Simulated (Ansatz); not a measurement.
## Where H_O puts its levels in the gap of MgO (Fm-3m)

Wanted: the transition levels of a hydrogen on a lattice site in MgO (Fm-3m), from a cell of 54 host atoms with 1 O taken out and 1 H put in.

Program: Ansatz 0.2.0. Level of theory: place-levels on r2SCAN runs: charge-transition levels and formation energies with image-charge correction and potential alignment at the atomic sites; PAW set soft_1. Results are calculated unless marked as measured.

**Measured values to reproduce.**

“Electronic structure of alkaline earth and post-transition metal oxides” (2009, arxiv:0908.1581) quotes from earlier work for MgO, rocksalt (bulk crystal): band gap (literature experimental gap) 7.83 eV [Literature value based on experiment; other listed experimental values range from 7.7 to …].

Most raw output is cut from this account.

### 1. Starting point

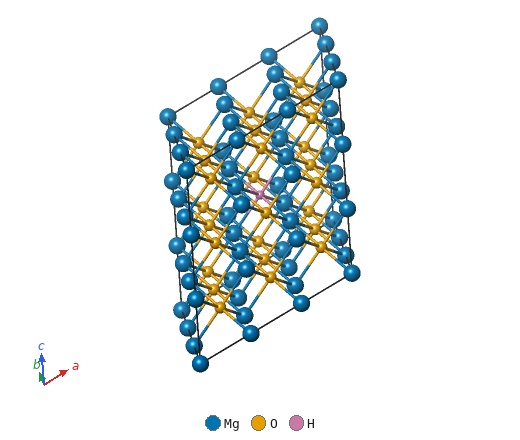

The starting structure, seen slightly off an axis (magnesium blue, oxygen orange, hydrogen pink). Bonds to atoms that aren't drawn are left out. Some periodic images of atoms are drawn too.

The cell holds 54 atoms: 27 Mg, 26 O and 1 H. Its edges and angles: a = 8.925 Å, b = 8.925 Å, c = 8.925 Å, α = 60.0°, β = 60.0°, γ = 60.0°. It derives from MgO (space group Fm-3m). Nearest the centre at fractional (0.500, 0.500, 0.500): H28 at 0.00 Å, Mg51 at 2.10 Å, Mg47 at 2.10 Å, Mg35 at 2.10 Å, Mg45 at 2.10 Å, Mg29 at 2.10 Å, Mg33 at 2.10 Å, O30 at 2.98 Å.

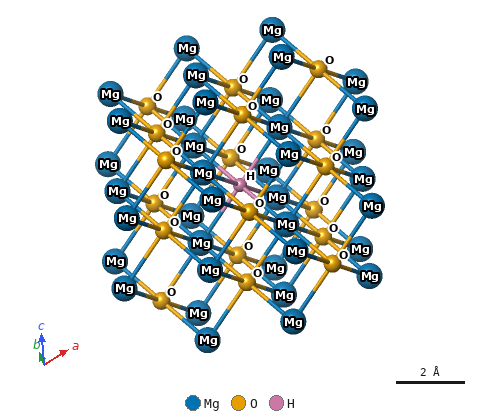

The atoms within 5 Å of the centre.

Structure file:

```xyz
54
Lattice="0.0000 6.3112 6.3112 6.3112 0.0000 6.3112 6.3112 6.3112 0.0000" Properties=species:S:1:pos:R:3 pbc="T T T"
Mg    0.0000    0.0000    0.0000
O     2.1037    2.1037    2.1037
Mg    2.1037    2.1037    0.0000
O     4.2075    4.2075    2.1037
Mg    4.2075    4.2075    0.0000
O     6.3112    6.3112    2.1037
Mg    2.1037    0.0000    2.1037
O     4.2075    2.1037    4.2075
Mg    4.2075    2.1037    2.1037
O     6.3112    4.2075    4.2075
Mg    6.3112    4.2075    2.1037
O     8.4150    6.3112    4.2075
Mg    4.2075    0.0000    4.2075
O     6.3112    2.1037    6.3112
Mg    6.3112    2.1037    4.2075
O     8.4150    4.2075    6.3112
Mg    8.4150    4.2075    4.2075
O    10.5187    6.3112    6.3112
Mg    0.0000    2.1037    2.1037
O     2.1037    4.2075    4.2075
Mg    2.1037    4.2075    2.1037
O     4.2075    6.3112    4.2075
Mg    4.2075    6.3112    2.1037
O     6.3112    8.4150    4.2075
Mg    2.1037    2.1037    4.2075
O     4.2075    4.2075    6.3112
Mg    4.2075    4.2075    4.2075
H     6.3112    6.3112    6.3112
Mg    6.3112    6.3112    4.2075
O     8.4150    8.4150    6.3112
Mg    4.2075    2.1037    6.3112
O     6.3112    4.2075    8.4150
Mg    6.3112    4.2075    6.3112
O     8.4150    6.3112    8.4150
Mg    8.4150    6.3112    6.3112
O    10.5187    8.4150    8.4150
Mg    0.0000    4.2075    4.2075
O     2.1037    6.3112    6.3112
Mg    2.1037    6.3112    4.2075
O     4.2075    8.4150    6.3112
Mg    4.2075    8.4150    4.2075
O     6.3112   10.5187    6.3112
Mg    2.1037    4.2075    6.3112
O     4.2075    6.3112    8.4150
Mg    4.2075    6.3112    6.3112
O     6.3112    8.4150    8.4150
Mg    6.3112    8.4150    6.3112
O     8.4150   10.5187    8.4150
Mg    4.2075    4.2075    8.4150
O     6.3112    6.3112   10.5187
Mg    6.3112    6.3112    8.4150
O     8.4150    8.4150   10.5187
Mg    8.4150    8.4150    8.4150
O    10.5187   10.5187   10.5187
```

Screening for the image-charge correction: ε∞ = 3.24, ε0 = 10.37, from a response run on this crystal (DFPT, PBEsol) at that run's own cell.

The cell's shortest repeat is 8.9 Å.

### 2. What was run first

A transition level is the Fermi level at which two charge states cost the same, so each charge needs its own total energy, at its own relaxed structure.

Each atom starts 0.05 Å or so off its site in a random direction: a symmetric start keeps its symmetry, and would miss off-centre moves and Jahn–Teller distortions. Forces are taken at one point at (¼, ¼, ¼). The cell holds 1 electron more than the neutral one, with a uniform background that keeps it neutral on the whole.

The sampling was tested on the host first: at the k-points planned (1x1x1 shifted 0.25 0.25 0.25) its energy lies 0.020 eV an atom from the dense-mesh value, under the bound of 0.02 eV set for this test; that bounds the host's error, not the defect's.

One state's input; the others differ in charge, spin, start and seed, and in occupations where the table says so.

qm1.relax/input.yaml

```yaml
crystal:
  lattice:
    - [0.0, 2.10374764, 2.10374764]
    - [2.10374764, 0.0, 2.10374764]
    - [2.10374764, 2.10374764, 0.0]
  atoms:
    - { symbol: Mg, position: [0.0, 0.0, 0.0] }
    - { symbol: O, position: [0.5, 0.5, 0.5] }
  supercell: [3, 3, 3]
  defects: [{ substitution: { at: 27, symbol: H } }]
total_charge: -1
basis:
  ecutwfc: 500
  xc_grid: 2
hamiltonian:
  xc: r2scan
  pseudopotentials: { kind: paw, azcp: { folder: soft_1 } }
kpoints:
  mp_grid: { grid: [1, 1, 1], shift: [0.25, 0.25, 0.25] }
scf:
  occupations: { method: fixed }
  max_iter: 60
output:
  forces: true
  charged_corrections: { epsilon: 3.24, static_epsilon: 10.37 }
relax:
  f_tol: 0.02
  max_steps: 80
  random_displacement: { amplitude: 0.05, seed: 9508 }
checkpoint:
  write: "../qm1.relax.run"
  compress: false
  write_wavefunctions: true
  write_every: 100000
```

On the command line:

```bash
$ ansatz run input.yaml --threads 4 --pin off --max-ram 7536MiB --backend cpu --events-out ev --progress --plain --runs-dir out
```

The relaxed structure is kept and the sampling changed to a 2×2×2 shifted mesh.

The run of this state that the levels use, under r2SCAN:

qm1.point/input.yaml

```yaml
crystal:
  checkpoint: "../qm1.relax.run"
  host: checkpoint
total_charge: -1
basis:
  ecutwfc: 500
  xc_grid: 2
hamiltonian:
  xc: r2scan
  pseudopotentials: { kind: paw, azcp: { folder: soft_1 } }
kpoints:
  mp_grid: { grid: [2, 2, 2], shift: [0.5, 0.5, 0.5] }
scf:
  occupations: { method: fermi_dirac, width: 0.01 }
  max_iter: 60
output:
  forces: true
  eigenvalues: true
  charged_corrections:
    epsilon: 3.24
    static_epsilon: 10.37
    defect_position: [0.5, 0.5, 0.5]
  eigenstates: { localisation: true }
  populations: true
  band_densities: [{ bands: [v1, v1] }, { bands: [c1, c1] }]
  write_density: true
  write_potential: true
  volumetric_format: npy
  elf: true
checkpoint:
  read: "../qm1.relax.run"
  write: "../qm1.point.run"
  compress: false
  write_wavefunctions: false
  write_every: 100000
```

Relaxations under r2SCAN at one point at (¼, ¼, ¼); times on 4 threads of Arm Neoverse V1, shared host:

```tsv
charge	moment (μB)	occupations	outcome	steps	largest displacement against the far atoms (Å)	time
−1	0	fixed	converged	14	1.51	2.3 min
0	1	fixed	converged	9	0.60	3.9 min
+1	0	fixed	converged	4	0.10	52 s
+2	1	fixed	converged	6	0.09	3.5 min
```

Single points under r2SCAN at a 2×2×2 shifted mesh; times on 4 threads of Arm Neoverse V1, shared host:

```tsv
charge	moment (μB)	occupations	outcome	time
−1	0	fermi-dirac	converged	47 s
0	1	fermi-dirac	converged	2.4 min
+1	0	fermi-dirac	converged	60 s
+2	1	fermi-dirac	converged	2.8 min
```

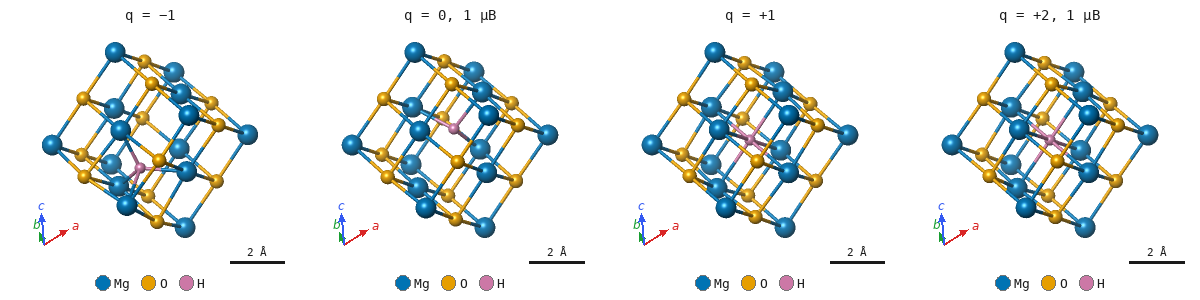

The structures near the centre after relaxation with r2SCAN, by charge.

Distances (Å) from H28 to the nearest atoms after relaxation with r2SCAN:

```tsv
charge	moment (μB)	1.	2.	3.	4.	5.	6.
−1	0	Mg 1.73	Mg 1.73	Mg 1.73	Mg 2.02	O 2.13	O 2.13
0	1	Mg 1.88	Mg 1.88	Mg 1.88	O 2.55	O 2.55	O 2.55
+1	0	Mg 2.20	Mg 2.20	Mg 2.20	Mg 2.20	Mg 2.20	Mg 2.20
+2	1	Mg 2.19	Mg 2.19	Mg 2.19	Mg 2.19	Mg 2.19	Mg 2.20
```

### 3. Levels against the band edges, r2SCAN

A charged cell interacts with its images and the background, and its potential has another zero than the host's. place-levels removes the first by a point-charge model, screened by the static dielectric constant since the ions have relaxed around the charge, and the second by comparing potentials at atoms far from the defect.

The host is a run of the defect-free crystal in the same cutoffs, grids and k-points, so that basis and sampling errors cancel in part in the differences. The host is run in a cell of 2 atoms on a matching mesh. Its band edges are searched through the zone by a band path, so the gap is smaller than, or equal to, that on the mesh. Chemical potentials are energies per atom of O (O2 molecule) and H (H2 molecule), run with the same functional and cutoff.

levels.point.yaml

```yaml
host:
  run: host.point.run
states: [qm1.point.run, q0_M1.point.run, qp1.point.run, qp2_M1.point.run]
geometry_from:
  qm1.point.run: qm1.relax.run
  q0_M1.point.run: q0_M1.relax.run
  qp1.point.run: qp1.relax.run
  qp2_M1.point.run: qp2_M1.relax.run
chemical_potentials:
  O:
    energy: -565.989614
    dataset: <sha256 of the dataset>
  H:
    energy: -15.945394
    dataset: "<sha256 of the dataset>"
epsilon: 3.24
static_epsilon: 10.37
vertical:
  - { from: qm1.point.run, to: qm1.point_neutral.run }
  - { from: qp1.point.run, to: qp1.point_neutral.run }
  - { from: qp2_M1.point.run, to: qp2_M1.point_neutral.run }
```

On the command line:

```bash
$ ansatz place-levels levels.point.yaml -- --threads 4 --pin off --max-ram 7536MiB
```

Elapsed: 0.42 s, on 4 threads of Arm Neoverse V1, shared host.

Levels between the charges placed, in eV above the valence top:

```tsv
	gap (eV)	(+2/+1)	(+1/0)	(0/−1)
r2SCAN	5.68	0.00	5.86	5.95
```

Corrections by state:

```tsv
charge	moment (μB)	image terms and alignment (eV)	band filling (eV)	ε used	over the lowest of its charge, as the program ranks them, band filling apart (eV)
+2	1.0	0.540	-0.674	10.37	0.000
+1	0.0	0.131	-	10.37	0.000
0	1.0	0.000	-	-	0.000
−1	0.0	0.342	-	10.37	0.000
```

The charged structures listed were also run neutral, and place-levels reads from each pair, by the potential or the spins, how wide the charge is by which they differ; that can be the carrier of either run.

```tsv
charge	rms radius (Å)	spread where it is widest against the cell (Å)	wide from (Å)	reading
+2	4.4	2.60	1.26	wide
+1	3.3	1.92	1.26	wide
−1	1.1	0.64	1.26	narrow
```

The neutral runs of these pairs need not share the spin of the lowest neutral state, and very wide values only mean spread over the cell.

From the program's caveats on the states, each cut to its opening words:

- charge +2 (1 μB): it parts from the run at its places by a charge that spreads by about 2.6 Å along one vector (1.3 Å or more is wide), by its potential at epsilon 3.24, taken [...]
- charge +2 (1 μB): a band-filling correction moves a carrier to the host's band edge, which changes its energy by -0.674 eV
- charge +2 (1 μB), +1, 0 (1 μB), −1: its alignment with the host at atomic sites is doubtful: the cell is too small to show whether the defect's potential has decayed: take a larger one
- charge +2 (1 μB): its moments are held at its close (magnetization.spin_locking), by a field of 0.013 eV a Bohr magneton, and its energy and levels are of the state that this [...]
- charge +2 (1 μB), 0 (1 μB): flagged: stability check not made
- charge +1: it parts from the run at its places by a charge that spreads by about 1.9 Å along one vector (1.3 Å or more is wide), by its potential at epsilon 3.24, taken [...]

The host's formation energy from the elements is -2.963 eV per atom; it sets how far the chemical potentials can move.

Limit set by the element alone; other compounds of these elements are not counted. Chemical potentials from the elements' reference states: Mg 0.00 eV, O -5.93 eV, H 0.00 eV. Formation energies (Mg-rich), with the Fermi level at the valence top and at the conduction bottom (gap 5.68 eV):

```tsv
charge	at valence top (eV)	at conduction bottom (eV)	correction included (eV)
+2	-3.29	8.07	-0.13
+1	-3.29	2.39	0.13
0	2.57	2.57	0.00
−1	8.52	2.84	0.34
```

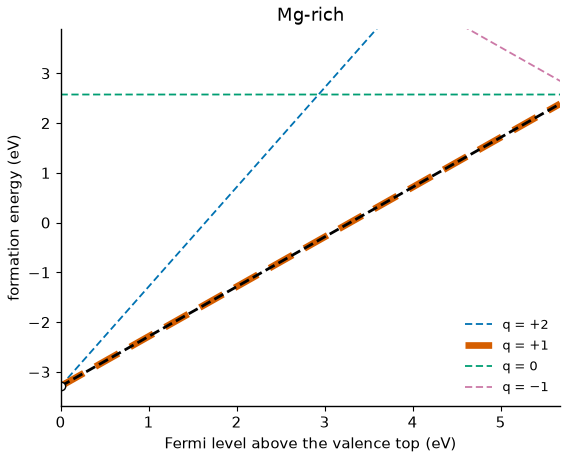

Formation energy against Fermi level; the thick line follows the lowest charge state and circles mark the transition levels.

Limit set by the element alone; other compounds of these elements are not counted. Chemical potentials from the elements' reference states: O 0.00 eV, Mg -5.93 eV, H 0.00 eV. Formation energies (O-rich), with the Fermi level at the valence top and at the conduction bottom (gap 5.68 eV):

```tsv
charge	at valence top (eV)	at conduction bottom (eV)	correction included (eV)
+2	2.64	13.99	-0.13
+1	2.64	8.31	0.13
0	8.50	8.50	0.00
−1	14.45	8.77	0.34
```

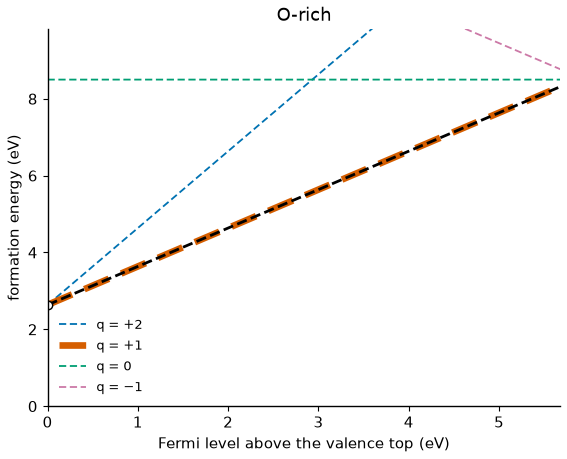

Formation energy against Fermi level; the thick line follows the lowest charge state and circles mark the transition levels.

### 4. Effect of the sampling

The relaxations' own energies give the levels at their sampling, for comparison.

levels.relax_mesh.yaml

```yaml
host:
  run: host.relax.run
states: [qm1.relax.run, q0_M1.relax.run, qp1.relax.run, qp2_M1.relax.run]
chemical_potentials:
  O:
    energy: -565.989614
    dataset: <sha256 of the dataset>
  H:
    energy: -15.945394
    dataset: "<sha256 of the dataset>"
```

On the command line:

```bash
$ ansatz place-levels levels.relax_mesh.yaml -- --threads 4 --pin off --max-ram 7536MiB
```

It took 0.12 s on 4 threads.

Levels between neighbouring charges, in eV above the valence top:

```tsv
	gap (eV)	(+2/+1)	(+1/0)	(0/−1)
one point at (¼, ¼, ¼)	5.66	-0.01	5.74	5.75
a 2×2×2 shifted mesh	5.68	0.00	5.86	5.95
```

Going from one point at (¼, ¼, ¼) to a 2×2×2 shifted mesh moves the levels that carry no band-filling term by up to 0.20 eV and formation energies against the elements by up to 0.54 eV; band-filling terms, which differ between samplings, are in these energies.

### 5. Results

| Item | Value |
| --- | --- |
| gap of the host | 5.68 eV (r2SCAN) |
| level (plus 2/plus 1) | 0.00 eV above the valence top (-0.67 eV above the valence top without the band-filling term) |
| level (plus 1/0) | 5.86 eV above the valence top, past the conduction bottom |
| level (0/minus 1) | 5.95 eV above the valence top, past the conduction bottom |
| lowest of the charges placed, just above the valence top (0.02 eV) | +1 |
| lowest of the charges placed, just below the conduction bottom (0.02 eV) | +1 |
| lowest formation energy at mid-gap of the charges run, Mg-rich | -0.45 eV |
| lowest formation energy at mid-gap of the charges run, O-rich | 5.48 eV |

In words: Of the charges placed (−1, 0, +1 and +2), +1 is the lowest from 0.02 eV above the valence top to 0.02 eV below the conduction bottom, a gap of 5.68 eV. States placed: +2 at 1 μB; +1 at 0 μB; 0 at 1 μB; −1 at 0 μB. Other spin states or structures, where not listed, weren't placed. The program finds carriers beyond a band edge of the host and adds a band-filling term at charge +2 (-0.67 eV); steps to such a charge show no bound level, and a defect level inside a band would be read the same way. At charge −1 the atom put in ends up to 1.5 Å from its starting place, so the name tells the start alone and the levels can join different sites. H is taken at its element; compounds, which aren't counted here, bound the chemical potentials and would shift these formation energies. Going from one point at (¼, ¼, ¼) to a 2×2×2 shifted mesh moves the levels that carry no band-filling term by up to 0.20 eV and formation energies against the elements by up to 0.54 eV; band-filling terms, which differ between samplings, are in these energies. The program doubts the alignment of potentials for at least one state, a sign that the cell is small. Keep in mind: the images are only 8.9 Å apart; r2SCAN makes the gap too small and tends to spread out bound carriers; where a gas molecule sets a chemical potential or the host's formation energy, its binding is uncorrected; force components of up to 0.14 eV/Å remain in a run at the final settings.

Comparison with the measured values:

| quantity | measured | r2SCAN |
| --- | --- | --- |
| band gap (least gap of the host) (eV) | 7.83 | 5.68 (-2.15 eV) |

Measured values from arxiv:0908.1581 (2009).

Verdict: The band gap is off by -2.15 eV: a clear miss. Local and semilocal functionals usually give gaps below the measured ones. Zero-point and thermal motion shift the measured gap.

[Logs are printed without paths, hosts, clocks, repeated set-up lines and the standing remarks that a program may print on its own settings, such as how far it seeks lower states.]

[Hosts, paths, dates, database ids (printed as entryN), source tags and the programs' standing remarks are cut or masked in the printed files.]

[Where a table of states has a column of steps, it counts the stored structures, which are thinned; the runs took as many ionic steps or more.]

[A defect's name tells the site on which it was built; relaxed atoms can leave that site.]

[For some hosts the program warned that the k-mesh of the response run may be too coarse for force constants and the static dielectric constant; such warnings are not shown here.]
